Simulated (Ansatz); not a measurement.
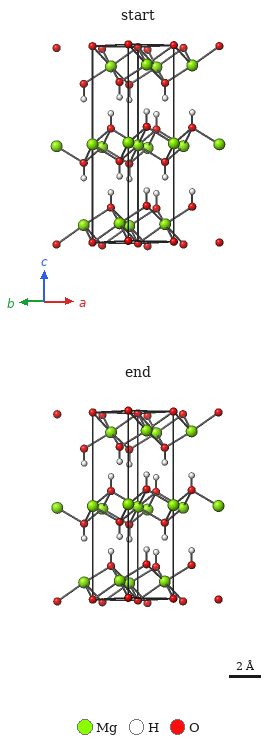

The structure of a crystal of Mg$_{3}$H$_{4}$O$_{5}$ (built on the database type) (coarse preliminary run) before (top) and after (bottom) a relaxation, at one scale.

Style: ball-and-stick. Shown: the cell of the calculation, repeated 2 × 2 × 1 with one cell outlined, from a free direction.

Case: structure reported for this formula (P-3m1, No. 164).

Level of theory: Ansatz 0.2.0, DFT r2SCAN, scalar-relativistic, plane waves, PAW.

The input:
```yaml
crystal:
  lattice:
    - [3.1119995425, 0.0, 0.0]
    - [-1.5559997712, 2.6950706604, 0.0]
    - [0.0, 0.0, 12.768]
  atoms:
    - { symbol: Mg, position: [0.0, 0.0, 0.5] }
    - { symbol: Mg, position: [0.6666666667, 0.3333333333, 0.9033] }
    - { symbol: Mg, position: [0.3333333333, 0.6666666667, 0.0967] }
    - { symbol: H, position: [0.3333333333, 0.6666666667, 0.3359] }
    - { symbol: H, position: [0.6666666667, 0.3333333333, 0.6641] }
    - { symbol: H, position: [0.3333333333, 0.6666666667, 0.7382] }
    - { symbol: H, position: [0.6666666667, 0.3333333333, 0.2618] }
    - { symbol: O, position: [0.3333333333, 0.6666666667, 0.4134] }
    - { symbol: O, position: [0.6666666667, 0.3333333333, 0.5866] }
    - { symbol: O, position: [0.3333333333, 0.6666666667, 0.8158] }
    - { symbol: O, position: [0.6666666667, 0.3333333333, 0.1842] }
    - { symbol: O, position: [0.0, 0.0, 0.0] }
basis:
  ecutwfc: 500
kpoints:
  mp_grid: { grid: [6, 6, 2] }
hamiltonian:
  xc: r2scan
scf:
  occupations: { method: gaussian, width: 0.1 }
  lower_state_search: "off"
output:
  forces: true
  stress: true
  eigenvalues: true
relax:
  adjacent_minimum: "off"
  f_tol: 0.04
  max_steps: 70
  cell: { stress_tol: 0.4 }
```

Command:
```bash
ansatz run input.yaml --threads 1 --pin off --max-ram 2560MiB --backend cpu --events-out ev --progress --plain --runs-dir out
```

Question: Summarise the run.

Answer: After 3 accepted moves (4 points after the start) the energy has fallen by 23.2 meV per atom. Largest force component: 1.5 eV/Å at the start, 0.018 eV/Å at the end. Pressure: −8.23 GPa at the start and 0.10 GPa at the end. At 1 point the geometry stayed and the basis and grid were re-selected for the new cell (energy shift of 0.4 meV per atom at most each time). The largest moves relative to the cell, 0.035 Å, are those of Mg2 and Mg3. Mg3 goes along +c. By element the largest moves are Mg 0.035 Å, H 0.033 Å, O 0.017 Å. Cell: a = b 3.112 → 3.083 Å (−0.9 %), c 12.768 → 12.163 Å (−4.7 %). Volume −6.5 %. Some distances before and after: Mg2–O10 2.116 → 2.065 Å, Mg1–O8 2.110 → 2.066 Å, H4–O8 0.990 → 0.957 Å, Mg2–O12 2.180 → 2.153 Å. The space group stays P-3m1 (No. 164). Cost: 43 s on 1 thread of Arm Neoverse V2 (shared host), peak memory 0.61 GiB.
